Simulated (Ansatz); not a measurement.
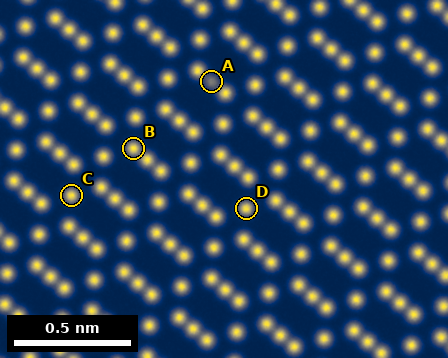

Dark-field STEM-like image of Ni (Pm-3n, No. 223) along [110]. The image is simulated as a sum over atoms of Z^1.6, blurred by a 0.50 Å probe (no channelling). Shot noise was added.

The sample is 2 repeats (12.3 Å) thick. One point defect was put into the perfect crystal, without relaxing the atoms around it. Brightness is counted from the darkest point of the image. Host structure: the geometry relaxed with DFT, LDA (PW92), plane waves (420 eV) with PAW, scalar-relativistic in Ansatz; the starting structure was generated, so it need not be a known form of this composition.

Q: Which ringed column holds the defect, and does it scatter more or less than its equals?

A; it scatters less. The column holds 2 atoms (Ni) through the sample, and one Ni atom is missing, so its peak drops to about 50 % of that of its equals.
